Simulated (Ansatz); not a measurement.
System: P.

The calculation's input:

```
crystal:
  lattice:
    - [3.2433618438, 0.0, 0.0]
    - [0.0, 34.3922867107, 0.0]
    - [0.0, 0.0, 4.6187636398]
  atoms:
    - { symbol: P, position: [0.0, 0.9696345808, 0.5900308428] }
    - { symbol: P, position: [0.0, 0.0303654192, 0.4099691572] }
    - { symbol: P, position: [0.5, 0.0303654192, 0.0900308428] }
    - { symbol: P, position: [0.5, 0.9696345808, 0.9099691572] }
kpoints:
  mp_grid: { grid: [6, 1, 4] }
  band_path:
    path:
      - [0.0, 0.0, 0.0]
      - [0.5, 0.0, 0.0]
      - [0.5, 0.5, 0.0]
      - [0.0, 0.5, 0.0]
      - [0.0, 0.0, 0.5]
      - [0.5, 0.0, 0.5]
      - [0.5, 0.5, 0.5]
      - [0.0, 0.5, 0.5]
      - [-0.0625, 0.0, 0.0]
    npoints: 1
hamiltonian:
  xc: hse06
scf:
  occupations: { method: fixed }
  n_extra_bands: 5
output:
  forces: true
  stress: true
  eigenvalues: true
  write_density: true
  write_potential: true
  elf: true
  volumetric_format: npy
```

Launched as:

```sh
ansatz run input.yaml --threads 4 --pin off --max-ram 4608MiB --backend cpu --events-out ev --progress --plain --runs-dir out
```

Below, planes, directions and counts refer to the conventional cell (a = 3.24 Å, b = 34.39 Å, c = 4.62 Å, α = 90.00°, β = 90.00°, γ = 90.00°).

Space group Pmna; a structure from a database of computed crystals, not necessarily the ambient phase; started from the database structure prototype, which need not be the ambient phase; changed on purpose from its base cell (epitaxial xy strain -1.4%).

Theory: Ansatz, DFT, HSE06, plane waves, PAW.

### What will maps of the valence pseudo-density and electron localisation function show?

P–P (2.25 Å): ρ at the midpoint is about 0.75 e/Å³; the ELF peaks at about 0.90 between the atoms: a covalent bond.

### Does the calculation give a band gap?

It is gapped, with a Kohn–Sham gap of 1.5 eV on the k-point mesh (the band edges may lie off the mesh, which would make the gap smaller).

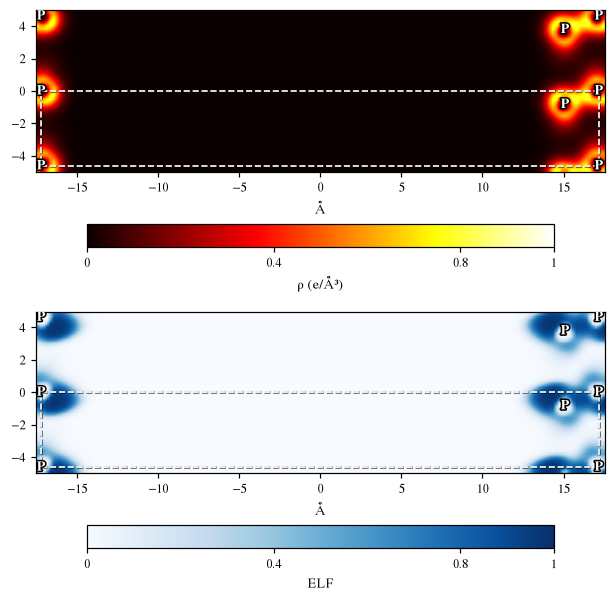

Computed valence pseudo-density and electron localisation function on the (100) plane of the conventional cell, in this order. 

Core electrons are frozen (PAW), and the valence fields are smoothed inside the atomic spheres.
